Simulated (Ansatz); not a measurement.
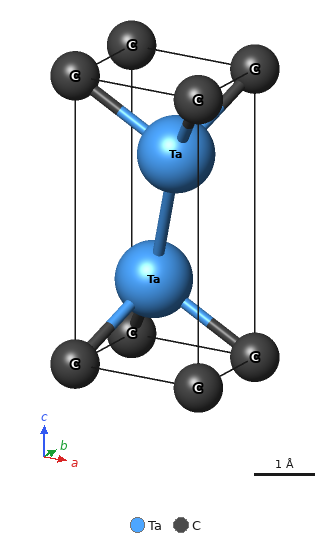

*The structure as given in the input (ball-and-stick view of the cell of the calculation, seen slightly off an axis).*

Near neighbours in the crystal (not all of them lie inside the picture): Ta has 3 C at 2.18 Å and 12 Ta at 3.04 to 3.11 Å; C has 6 Ta at 2.18 Å.

**Geometry relaxation, with input and output: Ta₂C (part 1 of 2)**

System: Ta₂C (P-3m1, 3 atoms in the cell).
Method: DFT r2SCAN, scalar-relativistic, plane waves, PAW, no spin polarisation (Ansatz 0.2.0).

The structure derives from an entry of the Crystallography Open Database.

### Log
```
Engine: ansatz 0.2.0, x86_64-unknown-linux-gnu
Pseudopotentials: kind: paw
Pseudopotential: Ta, paw, valence charge 13, recommended cutoff 500 eV (meta_gga), Ta.paw.azcp
Pseudopotential: C, paw, valence charge 4, recommended cutoff 500 eV (meta_gga), C.paw.azcp
Functional definition: r2SCAN
  parameter k0 = 0.174
  parameter k1 = 0.065
  parameter a1 = 4.9479
  exchange = r2scan_x(k0 = k0, k1 = k1, a1 = a1)
  correlation = r2scan_c
Crystal: 3 atoms, lattice volume = 41.323 Å³
Basis set: ecut = 500 eV, 1087 PW (Γ), exchange–correlation on 96×96×160 points (64 copies of the dense FFT grid, shifted against one another)
Bands: 19, of which v1, the nominal top of the filled ones, is band 15 counted from 1 (14 counted from 0)
Symmetry: 12 space group operations
Space group: P-3m1 (ITA 164), of the structure as read, at distance tolerance 3.5e-5 Å
k-points: 266 of 2592
Non-local potential: Ta, projectors of the file, l = 0: 3, l = 1: 2, l = 2: 2, l = 3: 1
Non-local potential: C, projectors of the file, l = 0: 2, l = 1: 2, l = 2: 1
PAW form: soft (Blöchl's): semilocal exchange-correlation on the pseudo side does not see the compensation charge
PAW frozen core: Ta, regenerated for the run's functional (the file was generated under x = pbe(κ = 0.804, μ = 0.2195149727645171), c = pbe(β = 0.06672455060314922))
PAW frozen core: C, regenerated for the run's functional (the file was generated under x = pbe(κ = 0.804, μ = 0.2195149727645171), c = pbe(β = 0.06672455060314922))
PAW one-centre angular grid: Ta, 590 points (default); XC on 160 Gauss nodes
PAW one-centre angular grid: C, 302 points (default); XC on 239 of its mesh's 2573 points in the sphere
Initial density: superposition of atomic densities (neutral atoms: chi_scale 0, normalization atom), corrected by the library's trained network
Initial wavefunctions: pseudopotential atomic-orbital guess
Functional: x = r2scan, c = r2scan; τ floored in thin density (d = 2e-4 eV/Å³)
SCF iter   1: F=—  HF=-20142.339517 eV  |F-HF|=—  |Δ(HF+E_count)|=         —  Δρ=9.48e-3  dr2=2.64e-2  dr2_τ=1.87e-1  ethr=1.77e-3  ⟨swp⟩=5.4  Hψ=24458  notcnv=0
preconditioner: auto → Kerker (q_TF=auto, 2.586 Å⁻¹)  [metal: Δε(μ)=0.005 eV  Ē_g=7.635 eV  σ=0.100 eV  W_gap=0.03  n_scr=10 (ndim 8)  ℏωp=21.6 eV  f_vac=0.000  D(μ)=0.71/eV (n_scr^D=2)]
SCF iter   2: F=—  HF=-20142.398429 eV  |F-HF|=—  |Δ(HF+E_count)|=   5.89e-2  Δρ=6.53e-3  dr2=1.25e-2  dr2_τ=8.02e-4  ethr=8.80e-5  ⟨swp⟩=2.1  Hψ=10227  notcnv=0  defer=1
SCF iter   3: F=—  HF=-20142.400209 eV  |F-HF|=—  |Δ(HF+E_count)|=   1.78e-3  Δρ=1.69e-3  dr2=2.00e-3  dr2_τ=9.79e-5  ethr=4.18e-5  ⟨swp⟩=2.0  Hψ=6898  notcnv=0  defer=1
SCF iter   4: F=—  HF=-20142.399878 eV  |F-HF|=—  |Δ(HF+E_count)|=   3.31e-4  Δρ=5.75e-4  dr2=1.90e-4  dr2_τ=3.29e-5  ethr=6.66e-6  ⟨swp⟩=2.0  Hψ=6848  notcnv=0  defer=1
SCF iter   5: F=—  HF=-20142.399864 eV  |F-HF|=—  |Δ(HF+E_count)|=   1.39e-5  Δρ=1.73e-4  dr2=2.21e-5  dr2_τ=1.33e-6  ethr=6.34e-7  ⟨swp⟩=2.0  Hψ=6884  notcnv=0  defer=1
SCF iter   6: F=—  HF=-20142.399861 eV  |F-HF|=—  |Δ(HF+E_count)|=   2.54e-6  Δρ=3.26e-5  dr2=1.46e-6  dr2_τ=2.82e-8  ethr=7.38e-8  ⟨swp⟩=2.1  Hψ=6192  notcnv=0  defer=1
SCF iter   7: F=-20142.399861 eV  HF=-20142.399861 eV  |F-HF|=1.14e-8  |Δ(HF+E_count)|=   2.34e-7  Δρ=7.06e-6  dr2=3.03e-8  dr2_τ=1.27e-9  ethr=3.33e-10  ⟨swp⟩=8.4  Hψ=36465  notcnv=0
SCF 1 converged in 7 iterations: F = -20142.399861 eV  dr2 = 3.03e-8
  greatest PAW one-centre occupation: 0.998 electrons in one spin orbital (limit 2), on the Ta atom at site 1 (counted from 0), in its partial waves of l = 0
relax step   1: F+E_penalty+E_count = -20142.39986090 eV  Δ(F+E_penalty+E_count) = +0.000e0 eV  max|allowed force component| = 2.428e-1 eV/Å  Δτ_max = 0.0000 Å  P = +1.048 GPa  Ω = 41.323 Å³  (7 SCF iters, dr2 threshold 1.00e-7 eV, accepted)
Crystal: 3 atoms, lattice volume = 40.829 Å³
Basis set: ecut = 500 eV, 1085 PW (Γ), exchange–correlation on 96×96×160 points (64 copies of the dense FFT grid, shifted against one another)
Initial density: handed on by an earlier stage of this run
Initial wavefunctions: those handed on with the density
iter 1 solved again at ethr=6.37e-5 eV; its pass at ethr=3.10e-3 eV (dr2=1.91e-2 eV) is discarded
SCF iter   1: F=—  HF=-20142.310956 eV  |F-HF|=—  |Δ(HF+E_count)|=         —  Δρ=4.51e-3  dr2=2.07e-2  dr2_τ=1.47e-1  ethr=6.37e-5  ⟨swp⟩=1.1  Hψ=32995  notcnv=0
preconditioner: auto → Kerker (q_TF=auto, 2.592 Å⁻¹)  [metal: Δε(μ)=0.017 eV  Ē_g=7.587 eV  σ=0.100 eV  W_gap=0.09  n_scr=10 (ndim 8)  ℏωp=21.7 eV  f_vac=0.000  D(μ)=0.61/eV (n_scr^D=2)]
SCF iter   2: F=—  HF=-20142.380095 eV  |F-HF|=—  |Δ(HF+E_count)|=   6.91e-2  Δρ=2.52e-3  dr2=5.74e-3  dr2_τ=1.01e-4  ethr=6.37e-5  ⟨swp⟩=2.0  Hψ=9200  notcnv=0
SCF iter   3: F=—  HF=-20142.379339 eV  |F-HF|=—  |Δ(HF+E_count)|=   7.56e-4  Δρ=7.06e-4  dr2=5.80e-4  dr2_τ=3.20e-5  ethr=1.91e-5  ⟨swp⟩=2.0  Hψ=6476  notcnv=0
SCF iter   4: F=—  HF=-20142.379246 eV  |F-HF|=—  |Δ(HF+E_count)|=   9.27e-5  Δρ=2.37e-4  dr2=5.49e-5  dr2_τ=8.48e-6  ethr=1.93e-6  ⟨swp⟩=2.0  Hψ=6927  notcnv=0
SCF iter   5: F=—  HF=-20142.379243 eV  |F-HF|=—  |Δ(HF+E_count)|=   3.03e-6  Δρ=1.09e-4  dr2=4.94e-6  dr2_τ=2.96e-7  ethr=1.83e-7  ⟨swp⟩=2.0  Hψ=6918  notcnv=0
SCF iter   6: F=-20142.379245 eV  HF=-20142.379245 eV  |F-HF|=1.54e-8  |Δ(HF+E_count)|=   1.77e-6  Δρ=1.95e-5  dr2=1.46e-7  dr2_τ=7.76e-9  ethr=1.00e-9  ⟨swp⟩=9.1  Hψ=40485  notcnv=0
SCF 2 converged in 6 iterations: F = -20142.379245 eV  dr2 = 1.46e-7
relax step   2: F+E_penalty+E_count = -20142.37924521 eV  Δ(F+E_penalty+E_count) = +2.062e-2 eV  max|allowed force component| = 6.061e-1 eV/Å  Δτ_max = 0.0304 Å  P = +2.974 GPa  Ω = 40.829 Å³  energy of the carried Pulay correction = +1.909e-4 eV  (6 SCF iters, dr2 threshold 3.00e-7 eV, rejected (line search))
Crystal: 3 atoms, lattice volume = 41.452 Å³
iter 1 solved again at ethr=4.29e-5 eV; its pass at ethr=3.10e-3 eV (dr2=1.29e-2 eV) is discarded
SCF iter   1: F=—  HF=-20142.357662 eV  |F-HF|=—  |Δ(HF+E_count)|=         —  Δρ=3.53e-3  dr2=1.33e-2  dr2_τ=8.86e-2  ethr=4.29e-5  ⟨swp⟩=1.1  Hψ=32932  notcnv=0
preconditioner: auto → Kerker (q_TF=auto, 2.585 Å⁻¹)  [metal: Δε(μ)=0.035 eV  Ē_g=7.597 eV  σ=0.100 eV  W_gap=0.19  n_scr=10 (ndim 8)  ℏωp=21.6 eV  f_vac=0.000  D(μ)=0.71/eV (n_scr^D=2)]
SCF iter   2: F=—  HF=-20142.402226 eV  |F-HF|=—  |Δ(HF+E_count)|=   4.46e-2  Δρ=1.83e-3  dr2=2.49e-3  dr2_τ=8.35e-5  ethr=4.29e-5  ⟨swp⟩=2.0  Hψ=8439  notcnv=0
SCF iter   3: F=—  HF=-20142.402099 eV  |F-HF|=—  |Δ(HF+E_count)|=   1.27e-4  Δρ=6.82e-4  dr2=5.43e-4  dr2_τ=1.97e-5  ethr=8.31e-6  ⟨swp⟩=2.2  Hψ=6011  notcnv=0
SCF iter   4: F=—  HF=-20142.402001 eV  |F-HF|=—  |Δ(HF+E_count)|=   9.73e-5  Δρ=2.05e-4  dr2=2.88e-5  dr2_τ=2.89e-6  ethr=1.81e-6  ⟨swp⟩=2.1  Hψ=6745  notcnv=0
SCF iter   5: F=—  HF=-20142.402002 eV  |F-HF|=—  |Δ(HF+E_count)|=   3.97e-7  Δρ=8.84e-5  dr2=4.61e-6  dr2_τ=1.99e-7  ethr=9.59e-8  ⟨swp⟩=2.0  Hψ=6851  notcnv=0
SCF iter   6: F=—  HF=-20142.402003 eV  |F-HF|=—  |Δ(HF+E_count)|=   9.41e-7  Δρ=2.41e-5  dr2=2.49e-7  dr2_τ=8.53e-9  ethr=1.54e-8  ⟨swp⟩=2.2  Hψ=7166  notcnv=0
SCF iter   7: F=—  HF=-20142.402003 eV  |F-HF|=—  |Δ(HF+E_count)|=   1.04e-7  Δρ=6.68e-6  dr2=3.53e-8  dr2_τ=8.51e-10  ethr=8.29e-10  ⟨swp⟩=2.5  Hψ=8155  notcnv=0
SCF iter   8: F=—  HF=-20142.402003 eV  |F-HF|=—  |Δ(HF+E_count)|=   3.12e-9  Δρ=1.70e-6  dr2=1.91e-9  dr2_τ=4.49e-11  ethr=1.18e-10  ⟨swp⟩=2.5  Hψ=7352  notcnv=0
SCF iter   9: F=—  HF=-20142.402003 eV  |F-HF|=—  |Δ(HF+E_count)|=  1.02e-10  Δρ=6.52e-7  dr2=2.46e-10  dr2_τ=5.10e-12  ethr=6.35e-12  ⟨swp⟩=2.5  Hψ=7357  notcnv=0
SCF iter  10: F=-20142.402003 eV  HF=-20142.402003 eV  |F-HF|=3.64e-12  |Δ(HF+E_count)|=  1.09e-11  Δρ=5.54e-8  dr2=1.35e-12  dr2_τ=6.60e-14  ethr=1.00e-12  ⟨swp⟩=4.9  Hψ=26312  notcnv=0
SCF 3 converged in 10 iterations: F = -20142.402003 eV  dr2 = 1.35e-12
relax step   3: F+E_penalty+E_count = -20142.40200284 eV  Δ(F+E_penalty+E_count) = -2.142e-3 eV  max|allowed force component| = 6.891e-3 eV/Å  Δτ_max = 0.0075 Å  P = -0.334 GPa  Ω = 41.452 Å³  energy of the carried Pulay correction = -4.939e-5 eV  (10 SCF iters, accepted)
Crystal: 3 atoms, lattice volume = 41.402 Å³
iter 1 solved again at ethr=1.44e-8 eV; its pass at ethr=3.10e-3 eV (dr2=4.33e-6 eV) is discarded
SCF iter   1: F=—  HF=-20142.402014 eV  |F-HF|=—  |Δ(HF+E_count)|=         —  Δρ=9.38e-5  dr2=3.71e-6  dr2_τ=4.23e-5  ethr=1.44e-8  ⟨swp⟩=3.0  Hψ=35918  notcnv=0
preconditioner: auto → Kerker (q_TF=auto, 2.586 Å⁻¹)  [metal: Δε(μ)=0.023 eV  Ē_g=7.584 eV  σ=0.100 eV  W_gap=0.13  n_scr=10 (ndim 8)  ℏωp=21.6 eV  f_vac=0.000  D(μ)=0.70/eV (n_scr^D=2)]
SCF iter   2: F=—  HF=-20142.402072 eV  |F-HF|=—  |Δ(HF+E_count)|=   5.80e-5  Δρ=7.99e-5  dr2=2.88e-6  dr2_τ=4.49e-8  ethr=1.24e-8  ⟨swp⟩=2.0  Hψ=9008  notcnv=0
SCF iter   3: F=—  HF=-20142.402072 eV  |F-HF|=—  |Δ(HF+E_count)|=   2.22e-7  Δρ=6.32e-5  dr2=2.25e-6  dr2_τ=3.73e-7  ethr=9.61e-9  ⟨swp⟩=2.0  Hψ=6922  notcnv=0
SCF iter   4: F=-20142.402072 eV  HF=-20142.402072 eV  |F-HF|=1.62e-7  |Δ(HF+E_count)|=   4.08e-7  Δρ=1.87e-5  dr2=2.11e-7  dr2_τ=4.55e-9  ethr=1.00e-9  ⟨swp⟩=7.8  Hψ=32515  notcnv=0
SCF 4 converged in 4 iterations: F = -20142.402072 eV  dr2 = 2.11e-7
relax step   4: F+E_penalty+E_count = -20142.40207176 eV  Δ(F+E_penalty+E_count) = -6.892e-5 eV  max|allowed force component| = 1.508e-3 eV/Å  Δτ_max = 0.0002 Å  P = +0.002 GPa  Ω = 41.402 Å³  energy of the carried Pulay correction = -3.035e-5 eV  (4 SCF iters, dr2 threshold 3.00e-7 eV, accepted)
Initial wavefunctions: pseudopotential atomic-orbital guess (no wavefunctions were taken with the density)
iter 1 solved again at ethr=2.04e-8 eV; its pass at ethr=3.10e-3 eV (dr2=6.13e-6 eV) is discarded
SCF iter   1: F=—  HF=-20142.402103 eV  |F-HF|=—  |Δ(HF+E_count)|=         —  Δρ=1.96e-5  dr2=2.15e-7  dr2_τ=2.59e-8  ethr=2.04e-8  ⟨swp⟩=3.7  Hψ=39950  notcnv=0
preconditioner: auto → Kerker (q_TF=auto, 2.586 Å⁻¹)  [metal: Δε(μ)=0.023 eV  Ē_g=7.583 eV  σ=0.100 eV  W_gap=0.13  n_scr=10 (ndim 8)  ℏωp=21.6 eV  f_vac=0.000  D(μ)=0.70/eV (n_scr^D=2)]
SCF iter   2: F=—  HF=-20142.402103 eV  |F-HF|=—  |Δ(HF+E_count)|=   1.73e-7  Δρ=7.20e-6  dr2=2.98e-8  dr2_τ=3.01e-9  ethr=7.17e-10  ⟨swp⟩=2.0  Hψ=6392  notcnv=0
SCF iter   3: F=—  HF=-20142.402103 eV  |F-HF|=—  |Δ(HF+E_count)|=   2.76e-9  Δρ=1.96e-6  dr2=2.37e-9  dr2_τ=5.29e-11  ethr=9.93e-11  ⟨swp⟩=2.0  Hψ=6452  notcnv=0
SCF iter   4: F=—  HF=-20142.402103 eV  |F-HF|=—  |Δ(HF+E_count)|=  2.95e-10  Δρ=4.11e-7  dr2=6.60e-11  dr2_τ=1.33e-11  ethr=7.90e-12  ⟨swp⟩=2.0  Hψ=6920  notcnv=0
SCF iter   5: F=-20142.402103 eV  HF=-20142.402103 eV  |F-HF|=3.64e-12  |Δ(HF+E_count)|=  2.91e-11  Δρ=9.20e-8  dr2=4.52e-12  dr2_τ=3.72e-13  ethr=1.00e-12  ⟨swp⟩=7.0  Hψ=24411  notcnv=0
SCF 5 converged in 5 iterations: F = -20142.402103 eV  dr2 = 4.52e-12
relax step   5: F+E_penalty+E_count = -20142.40210339 eV  Δ(F+E_penalty+E_count) = -3.162e-5 eV  max|allowed force component| = 1.934e-3 eV/Å  Δτ_max = 0.0000 Å  P = +0.001 GPa  Ω = 41.402 Å³  stress off target by 3.54e-2 GPa  SCF on the basis re-selected at this cell (its energy is not comparable with the rows above)  (5 SCF iters)
```

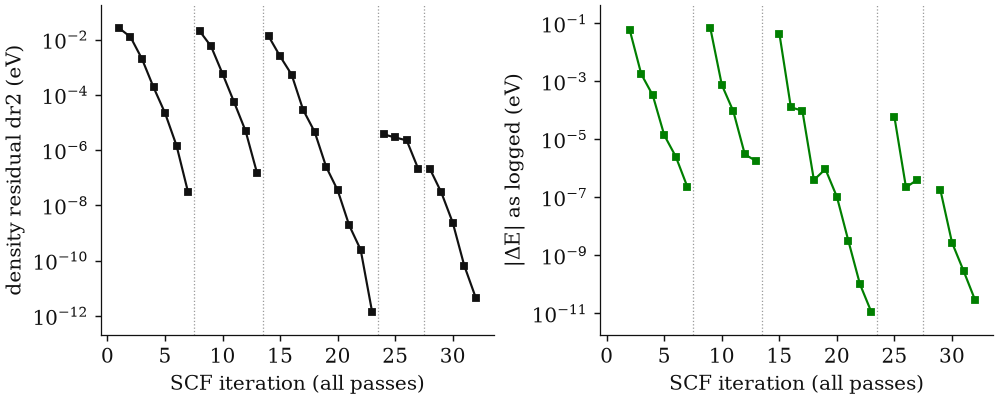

*Convergence of the self-consistent field: density residual dr2 and size of the energy change against the SCF iteration. The dotted lines part the SCF passes of the relaxation: geometry steps, rejected trials and re-solves on a re-selected basis.*

The 5 passes take 4 to 10 iterations each, 32 in all.
